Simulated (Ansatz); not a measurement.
## Run report: CoSi₃, single-point calculation

The run: single-point calculation of CoSi₃ (4 atoms in the cell). Method and program: DFT PBE, scalar-relativistic, plane waves, PAW, spin-polarised (Ansatz 0.2.0).

The structure was made by swapping elements on the sites of another compound; it need not be a known phase. It belongs to a series of runs on one base structure; here: Cu3Au (L1_2) type (Pm-3m, No. 221). Figures and captions count atoms from 1; the log counts them from 0 in places.

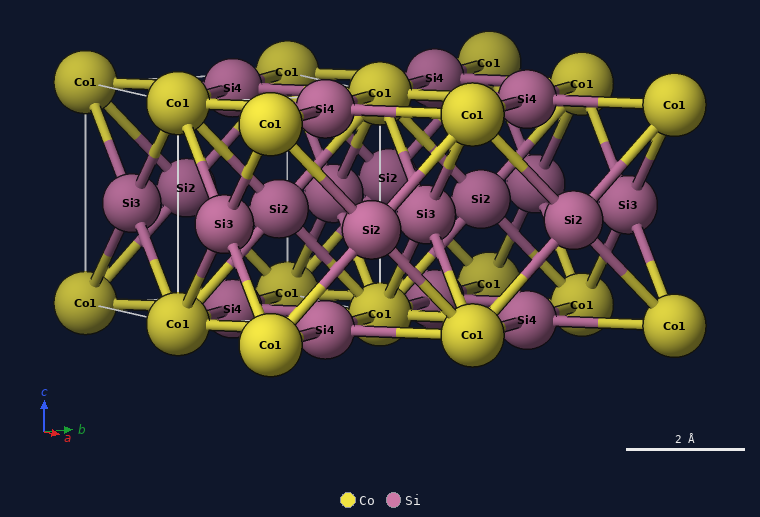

Figure 1. The structure as given in the input (ball-and-stick view of the cell of the calculation, repeated 2 × 2 × 1, seen at an oblique angle; atoms are numbered from 1 in the order of the input).

### Summary

```csv
quantity,value
outcome,converged
space group (tolerance 0.01 Å),Pm-3m (221)
electrons treated,29
free energy,−7032.3848 eV
Fermi energy,12.540 eV
gap on the k-point mesh,none (metallic)
net moment of the cell,0.78 μB
integrated absolute moment,0.85 μB
pressure,−7.27 GPa
largest force (length of the vector),under 0.001 eV/Å
hardware,"1 thread of Intel Xeon @ 2.50GHz (Skylake/Cascade Lake), 189 GiB of memory available, shared host"
wall time,12 s
peak memory,0.35 GiB
```

### Remarks

The cell is under a tension of 7.3 GPa at this level, so it is not at its equilibrium volume.

### The input
```yaml
crystal:
  lattice:
    - [3.7671724314, 0.0, 0.0]
    - [0.0, 3.7671724314, 0.0]
    - [0.0, 0.0, 3.7671724314]
  atoms:
    - { symbol: Co, position: [0.0, 0.0, 0.0], spin: 3.0 }
    - { symbol: Si, position: [0.0, 0.5, 0.5] }
    - { symbol: Si, position: [0.5, 0.0, 0.5] }
    - { symbol: Si, position: [0.5, 0.5, 0.0] }
basis:
  ecutwfc: 420
kpoints:
  mp_grid: { grid: [6, 6, 6] }
hamiltonian:
  xc: pbe
scf:
  occupations: { method: gaussian, width: 0.1 }
  lower_state_search: "off"
output:
  forces: true
  stress: true
  eigenvalues: true
  populations: true
magnetization:
  spin_polarized: true
```

Launched with:
```bash
ansatz run input.yaml --threads 1 --pin off --max-ram 2560MiB --backend cpu --events-out ev --progress --plain --runs-dir out
```

### Output
```
Engine: ansatz 0.2.0, x86_64-unknown-linux-gnu
Pseudopotentials: kind: paw
Pseudopotential: Co, paw, valence charge 17, recommended cutoff 420 eV (normal), Co.paw.azcp
Pseudopotential: Si, paw, valence charge 4, recommended cutoff 420 eV (normal), Si.paw.azcp
Functional definition: PBE
  parameter kappa = 0.804
  parameter beta = 0.06672455060314922
  exchange = pbe_x(kappa = kappa, mu = beta*pi^2/3)
  correlation = pbe_c(beta = beta)
Crystal: 4 atoms, lattice volume = 53.462 Å³
Basis set: ecut = 420 eV, 1021 PW (Γ), exchange–correlation on 54×54×54 points (8 copies of the dense FFT grid, shifted against one another)
Bands: 20, of which v1, the nominal top of the filled ones, is band 15 counted from 1 (14 counted from 0)
Symmetry: 48 space group operations
Space group: Pm-3m (ITA 221), of the structure as read, at distance tolerance 3.8e-5 Å
Magnetic group: BNS 221.92 (UNI 1594), of the structure as read, at distance tolerance 3.8e-5 Å
k-points: 20 of 216
Non-local potential: Co, projectors of the file, l = 0: 3, l = 1: 2, l = 2: 3, l = 3: 1
Non-local potential: Si, projectors of the file, l = 0: 2, l = 1: 2, l = 2: 2
PAW form: soft (Blöchl's): semilocal exchange-correlation on the pseudo side does not see the compensation charge
PAW one-centre angular grid: Co, 590 points (default); XC on 64 Gauss nodes
PAW one-centre angular grid: Si, 110 points (default); XC on 64 Gauss nodes
Initial density: superposition of atomic densities (chi_scale 0.1, normalization cell)
Starting moments: Σ|m| = 3 μB on 1 of 4 sites
Initial wavefunctions: pseudopotential atomic-orbital guess
Functional: x = pbe(κ = 0.804, μ = 0.2195149727645171), c = pbe(β = 0.06672455060314922)
SCF iter   1: F=—  HF=-7032.618469 eV  |F-HF|=—  |Δ(HF+E_count)|=         —  Δρ=1.73e-1 (↑4.66e-2 ↓1.73e-1)  dr2=9.54e0  dr2_m=5.72e0  M=1.193 μB ∫|m|=1.279 μB  β_m=0.30  ethr=3.10e-3  ⟨swp⟩=5.8  Hψ=3817  notcnv=0
preconditioner: auto → Kerker (q_TF=auto, 2.464 Å⁻¹)  [metal: Δε(μ)=0.048 eV  Ē_g=7.682 eV  σ=0.100 eV  W_gap=0.27  n_scr=18 (ndim 8)  ℏωp=23.3 eV  f_vac=0.000  D(μ)=3.26/eV (n_scr^D=26)]
spin=Collinear: Kerker preconditioning applied to the charge; magnetization (m = ρ↑ − ρ↓) channel mixes plain (no charge-response kernel on spin).
SCF iter   2: F=—  HF=-7032.523309 eV  |F-HF|=—  |Δ(HF+E_count)|=   9.52e-2  Δρ=1.21e-1 (↑1.21e-1 ↓2.98e-2)  dr2=7.04e0  dr2_m=1.20e0  M=1.924 μB ∫|m|=2.275 μB  β_m=0.30  ethr=3.10e-3  ⟨swp⟩=2.8  Hψ=1948  notcnv=0  defer=28
SCF iter   3: F=—  HF=-7031.972018 eV  |F-HF|=—  |Δ(HF+E_count)|=   5.51e-1  Δρ=7.91e-2 (↑7.66e-2 ↓7.91e-2)  dr2=3.44e-1  dr2_m=2.92e0  M=1.500 μB ∫|m|=1.821 μB  β_m=0.30  ethr=3.10e-3  ⟨swp⟩=2.3  Hψ=1623  notcnv=0  defer=30
Mixer restart at iter 3: flushing history
spin-set hold released at iteration 3 (the charge has settled, or the pull on large starting moments outlasts its swing): the magnetisation degrees of freedom join the quasi-Newton model from the next iteration; the mixer history was flushed
SCF iter   4: F=—  HF=-7032.127538 eV  |F-HF|=—  |Δ(HF+E_count)|=   1.56e-1  Δρ=6.09e-2 (↑6.09e-2 ↓5.95e-2)  dr2=1.96e-1  dr2_m=1.74e0  M=1.460 μB ∫|m|=1.742 μB  β_m=0.64  ethr=1.19e-3  ⟨swp⟩=1.5  Hψ=1014  notcnv=0  defer=27
SCF iter   5: F=—  HF=-7032.396176 eV  |F-HF|=—  |Δ(HF+E_count)|=   2.69e-1  Δρ=3.40e-2 (↑2.40e-3 ↓3.40e-2)  dr2=4.81e-1  dr2_m=1.50e-1  M=1.082 μB ∫|m|=1.232 μB  β_m=0.45  ethr=6.76e-4  ⟨swp⟩=2.2  Hψ=1532  notcnv=0  defer=31
SCF iter   6: F=—  HF=-7032.371832 eV  |F-HF|=—  |Δ(HF+E_count)|=   2.43e-2  Δρ=1.34e-2 (↑1.34e-2 ↓2.62e-3)  dr2=8.70e-2  dr2_m=1.74e-2  M=1.149 μB ∫|m|=1.295 μB  β_m=0.72  ethr=6.76e-4  ⟨swp⟩=2.0  Hψ=1359  notcnv=0  defer=28
SCF iter   7: F=—  HF=-7032.379592 eV  |F-HF|=—  |Δ(HF+E_count)|=   7.76e-3  Δρ=7.88e-3 (↑7.88e-3 ↓2.92e-3)  dr2=4.53e-2  dr2_m=4.00e-3  M=1.064 μB ∫|m|=1.175 μB  β_m=0.86  ethr=3.00e-4  ⟨swp⟩=1.5  Hψ=938  notcnv=0  defer=28
SCF iter   8: F=—  HF=-7032.384112 eV  |F-HF|=—  |Δ(HF+E_count)|=   4.52e-3  Δρ=6.78e-3 (↑7.65e-4 ↓6.78e-3)  dr2=2.00e-2  dr2_m=5.40e-3  M=0.899 μB ∫|m|=0.985 μB  β_m=0.93  ethr=1.56e-4  ⟨swp⟩=1.5  Hψ=941  notcnv=0  defer=28
SCF iter   9: F=—  HF=-7032.385324 eV  |F-HF|=—  |Δ(HF+E_count)|=   1.21e-3  Δρ=4.48e-3 (↑8.52e-4 ↓4.48e-3)  dr2=1.07e-2  dr2_m=1.76e-3  M=0.835 μB ∫|m|=0.917 μB  β_m=0.77  ethr=6.89e-5  ⟨swp⟩=1.1  Hψ=831  notcnv=0  defer=28
SCF iter  10: F=—  HF=-7032.384794 eV  |F-HF|=—  |Δ(HF+E_count)|=   5.29e-4  Δρ=8.00e-4 (↑8.00e-4 ↓5.44e-4)  dr2=8.41e-4  dr2_m=8.82e-6  M=0.810 μB ∫|m|=0.885 μB  β_m=0.89  ethr=3.69e-5  ⟨swp⟩=1.5  Hψ=891  notcnv=0  defer=28
SCF iter  11: F=—  HF=-7032.384801 eV  |F-HF|=—  |Δ(HF+E_count)|=   6.38e-6  Δρ=3.72e-4 (↑3.72e-4 ↓2.89e-4)  dr2=1.92e-4  dr2_m=1.03e-6  M=0.794 μB ∫|m|=0.866 μB  β_m=0.94  ethr=2.90e-6  ⟨swp⟩=1.0  Hψ=856  notcnv=0  defer=28
SCF iter  12: F=—  HF=-7032.384799 eV  |F-HF|=—  |Δ(HF+E_count)|=   1.98e-6  Δρ=5.45e-5 (↑5.45e-5 ↓1.25e-5)  dr2=2.05e-6  dr2_m=2.38e-7  M=0.784 μB ∫|m|=0.855 μB  β_m=0.97  ethr=6.62e-7  ⟨swp⟩=1.3  Hψ=789  notcnv=0  defer=28
SCF iter  13: F=—  HF=-7032.384803 eV  |F-HF|=—  |Δ(HF+E_count)|=   3.91e-6  Δρ=1.37e-5 (↑1.37e-5 ↓2.19e-6)  dr2=1.11e-7  dr2_m=1.99e-8  M=0.783 μB ∫|m|=0.853 μB  β_m=0.99  ethr=7.07e-9  ⟨swp⟩=2.3  Hψ=1095  notcnv=0  defer=28
SCF iter  14: F=-7032.384803 eV  HF=-7032.384803 eV  |F-HF|=3.18e-11  |Δ(HF+E_count)|=   2.48e-8  Δρ=5.53e-7 (↑5.53e-7 ↓4.52e-7)  dr2=9.11e-11  dr2_m=1.05e-10  M=0.782 μB ∫|m|=0.852 μB  ethr=3.45e-10  ⟨swp⟩=7.2  Hψ=2934  notcnv=0
SCF 1 converged in 14 iterations: F = -7032.384803 eV  dr2 = 9.11e-11
  greatest PAW one-centre occupation: 1.001 electrons in one spin orbital (limit 2), on the Co atom at site 0 (counted from 0), in its partial waves of l = 1
```

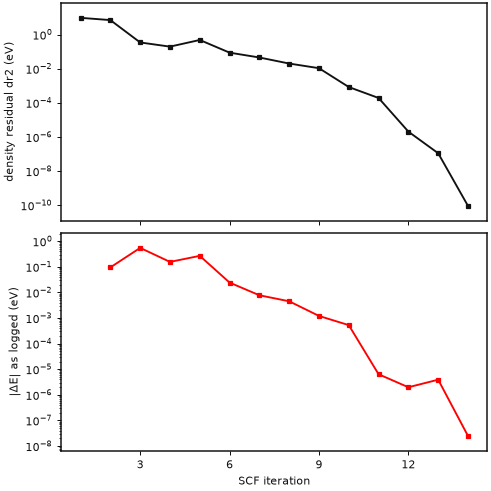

Figure 2. Convergence of the self-consistent field: density residual dr2 and size of the energy change against the SCF iteration. The residual comes down, with one marked jump up, by a factor of about 2.5, at step 5.

```
SCF converged after 14 iterations
Magnetization: 0.7822 μB (14.8911 up, 14.1089 down)
Absolute magnetization: 0.8521 μB (∫|ρ↑−ρ↓|, with the PAW one-centre terms)
Spin contamination: 0.0280 ħ² per cell (⟨S²⟩ above its minimum at these occupations)
Per-site moments (μB) at R_I (Å): [(0.7305423259557627, 1.0988146835085562), (0.01518606030849878, 1.0988146835085562), (0.01518606030849776, 1.0988146835085562), (0.015186060308498745, 1.0988146835085562)]
Free energy (F): -7032.384803 eV
Harris-Foulkes:  -7032.384803 eV  (|F-HF|=3.18e-11)
Internal energy: -7032.368381 eV  (E = F + TS)
E sigma→0 (E₀):  -7032.376592 eV
Entropy (-TS):   -0.016421 eV (-4.105 meV/atom)
Fermi energy:    12.539638 eV
--- Per-component energies (eV) ---
  E_band       = -262.620428
  E_kinetic    = 578.113127
  E_local      = -4222.725503  (includes V_loc(G=0)·N_el)
  E_nonlocal   = 534.216992
  E_hartree    = 1848.390647
  E_xc         = -326.310865
  E_vxc        = -347.822360  (∫ρ·V_xc dr)
  E_paw        = -3055.510453  (= ΣΔE_a)
  E_vpaw       = -501.184079  (= ΣTr[D̂ρ^β])
  E_aug_tail   = 0.000106  (compensation charges beyond the density's cutoff)
  E_ewald      = -2388.542433
  E_smearing   = -0.016421  (= −TS)
  E_closure    = -0.000000  (closes the sum)
  Σ components = -7032.384803   (vs F -7032.384803, Δ=0.00e0)
--- Forces (eV/Å), atoms counted from 1 ---
  atom   1  Co    -0.00000000    -0.00000000    -0.00000000
  atom   2  Si     0.00000000     0.00000000    -0.00000000
  atom   3  Si     0.00000000     0.00000000     0.00000000
  atom   4  Si    -0.00000000    -0.00000000     0.00000000
  max |Σ_I F_I| component: 6.57e-31 eV/Å
--- Stress (GPa, compression-positive) ---
       -7.271229       0.000000       0.000000
        0.000000      -7.271229       0.000000
        0.000000       0.000000      -7.271229
  P = ⅓ Tr σ = -7.2712 GPa (-72.712 kbar)
--- Band table (eV; the first three rows and the last of 40) ---
  k-point 0 ↑: bands = ["-82.5159", "-45.8255", "-45.8255", "-45.8255", "-1.4246", "7.6051", "7.6051", "8.0970", "8.0970", "8.0970", "10.5869", "10.5869", "10.5869", "11.8303", "12.6372", "12.6372", "16.4195", "16.4195", "16.4195", "19.1368"]
  k-point 1 ↑: bands = ["-82.5159", "-45.8258", "-45.8255", "-45.8255", "-1.1474", "5.4709", "7.8379", "8.2043", "8.2043", "9.3850", "10.6130", "10.6454", "10.6454", "12.2835", "12.3248", "13.7631", "15.4506", "15.4506", "15.8014", "17.6742"]
  k-point 2 ↑: bands = ["-82.5159", "-45.8264", "-45.8255", "-45.8255", "-0.3429", "3.2037", "8.4225", "8.4225", "8.4898", "10.3813", "10.6661", "10.9452", "10.9452", "11.2834", "12.3603", "13.6004", "13.6004", "15.1371", "15.6331", "17.2079"]
  k-point 19 ↓: bands = ["-81.6732", "-45.0031", "-45.0031", "-45.0031", "4.8042", "4.8042", "4.8042", "5.2423", "6.9060", "6.9060", "6.9060", "10.9174", "11.7549", "11.7549", "12.6262", "12.6262", "12.6262", "22.0227", "22.0227", "22.2759"]
--- Löwdin populations: 4 sites ---
  site symbol       q [e]    m [muB]
     0     Co     16.5978     0.7066
     1     Si      3.9745     0.0235
     2     Si      3.9745     0.0235
     3     Si      3.9745     0.0235
  spilling = 0.016506 (of n_electrons = 29.000000)
```

### File populations.tsv
```
# site	symbol	l	j	q_up	q_dn
# orbitals = lowdin
# n_electrons = 29.000000
# spilling = 0.016506
0	Co	0_3S	-	0.990719	0.990850
0	Co	0_4S	-	0.302364	0.297471
0	Co	1_3P	-	2.997751	2.997598
0	Co	2_3D	-	4.361375	3.659709
1	Si	0_3S	-	0.705595	0.680933
1	Si	1_3P	-	1.293414	1.294553
2	Si	0_3S	-	0.705595	0.680933
2	Si	1_3P	-	1.293414	1.294553
3	Si	0_3S	-	0.705595	0.680933
3	Si	1_3P	-	1.293414	1.294553
```

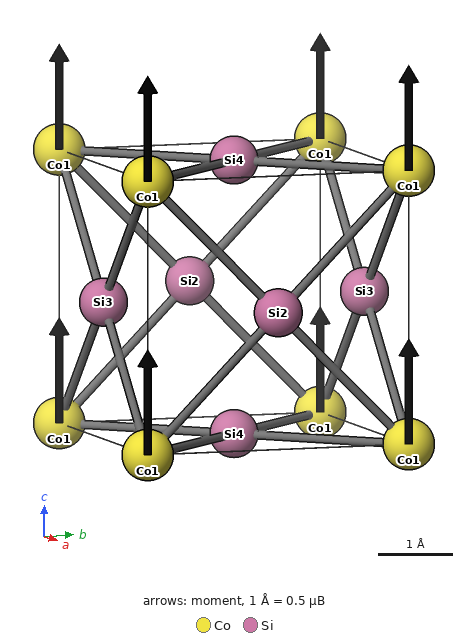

Figure 3. Magnetic moments of the sites as black arrows (ball-and-stick view of the cell of the calculation, seen slightly off an axis; atoms are numbered from 1 in the order of the input); small moments hardly show. The run is collinear, so the axis drawn is arbitrary. Site moments: Co1 (0.73 μB). They are counted near the atoms and needn't add up to the moment of the cell.

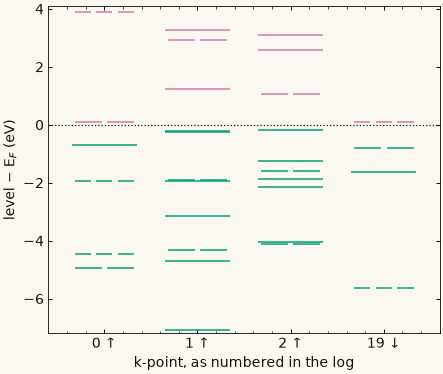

Figure 4. Kohn–Sham levels near the Fermi level (dotted) at the few k-points that the log prints; levels within 0.02 eV of each other stand side by side. The system is metallic on the full mesh.
